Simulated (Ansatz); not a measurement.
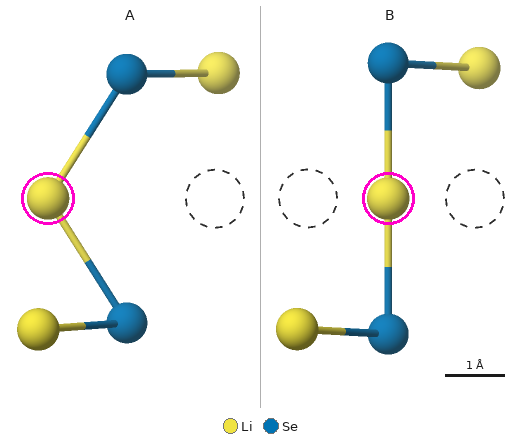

A vacancy jump of lithium in Li$_{2}$Se (Fm-3m phase), in a neutral cell with 23 atoms, whose images lie 8.4 Å apart. One frame is the relaxed vacancy; in the other the neighbouring Li atom (ringed) was set half-way along its jump of 2.97 Å and all atoms were relaxed in the symmetry of that start. Dashed circles mark empty sites. A ball-and-stick model of the slice 3.8 Å thick through the jump, out to 4.3 Å from its middle, seen across the jump.

Theory: DFT PBEsol, scalar-relativistic, plane waves, PAW in Ansatz. Settings: plane-wave cutoff 420 eV; k-point mesh 4 × 4 × 4; occupations gaussian; smearing width 0.05 eV; no spin polarisation; atoms relaxed in a fixed cell; force threshold 0.02 eV/Å.

**What does the half-way point cost?**

Frame B is the half-way start after relaxation. It lies 0.37 eV above the relaxed vacancy. The atom stays half-way, on the straight line. The symmetry of the start was kept and can hold it there, so for a path with one hump at the middle this is the barrier or an upper bound to it. There it has 2 Se as nearest neighbours, the closest at 2.33 Å. Both cells are metallic on the mesh.

Limits of the set-up: the cell has an odd number of electrons but was run without spin polarisation; the periodic images lie only 8.4 Å apart, so the values are limited by the cell's size.
